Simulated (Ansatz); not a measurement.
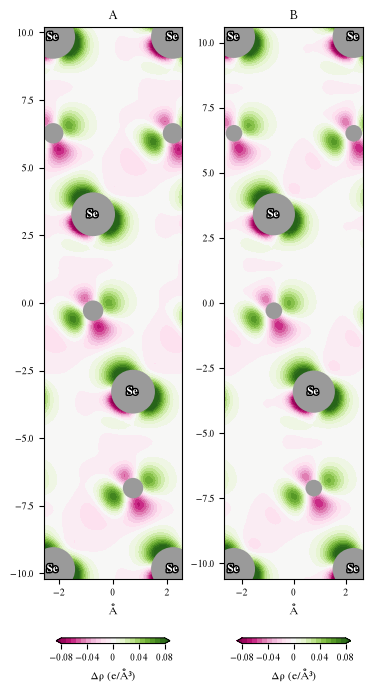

Se: deformation density on the (110) plane of the conventional cell at two volumes, with the same fractional coordinates and one colour scale. Grey discs cover the cores.

Space group R-3; not relaxed (largest force 0.5 eV/Å).

Computed with Ansatz 0.2.0, DFT PBE, scalar-relativistic, plane waves, PAW.

> How do the two volumes compare, and how does the bonding charge respond?

B is the larger cell: B has 112 % of the volume of A.
The pressure is 2.7 GPa in A and −2.6 GPa in B.
The rearranged charge is 0.21 e an atom in A and 0.22 e in B.
The scaled cell isn't relaxed: forces reach 0.7 eV/Å.

Run times: 85 s (base cell) and 78 s (scaled cell), on 2 threads of Arm Neoverse N1, on a shared host.
